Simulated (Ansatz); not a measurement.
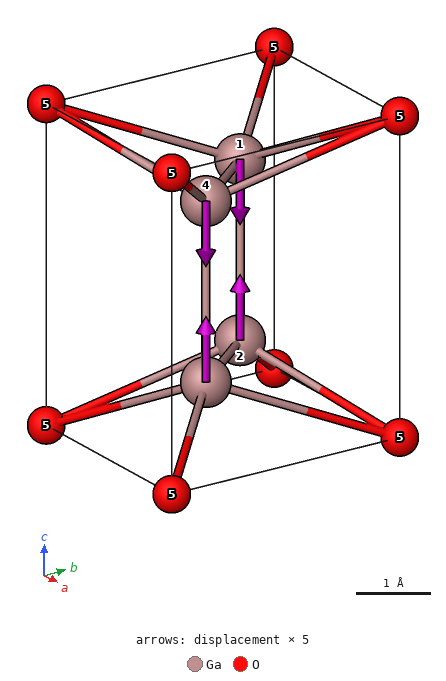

This is a relaxation of crystalline Ga₄O (a generated structure, set up in P6/mmm) (coarse preliminary run). The starting structure is drawn; purple arrows show the displacements (the part carried along by the change of the cell is left out), 5 times their true length.

Style: ball-and-stick. Shown: the cell of the calculation, slightly off an axis.

All numbers below come from Ansatz, DFT PBE, scalar-relativistic, plane waves, PAW. Settings: plane-wave cutoff 420 eV; k-point mesh 6 × 6 × 4; occupations gaussian; smearing width 0.1 eV; no spin polarisation; cell and atoms relaxed; force threshold 0.04 eV/Å; at most 70 steps.

> Which element moves most?

Gallium: up to 0.19 Å, against 0.00 Å for oxygen.

> Describe the change and its energy.

The largest moves relative to the cell, 0.19 Å, are those of Ga atoms. O stays in place. The drawn cell changes as follows: a = b 4.889 → 4.423 Å (−9.5 %), c 4.480 → 5.567 Å (+24.3 %); the volume changes by +1.7 %. Among the contacts that change: Ga–Ga 1.956 → 2.804 Å, Ga–Ga 2.822 → 2.554 Å, Ga–Ga 2.523 → 2.763 Å, Ga–O 2.987 → 2.913 Å. The space group stays P6/mmm (No. 191). Over 7 accepted moves (10 points after the start) the energy falls by 693 meV per atom. The largest force component goes from 8 to 0.0082 eV/Å. Pressure: 15.10 GPa at the start and 0.10 GPa at the end. The line search rejected the trial step at point 8 of the run. The SCF was repeated twice at an unchanged geometry on a basis and grid sized afresh for the cell, which shifted the energy by 13.7 meV per atom at most.

Limits of the set-up: layers or molecules are held without a dispersion correction, so their spacing is unreliable.
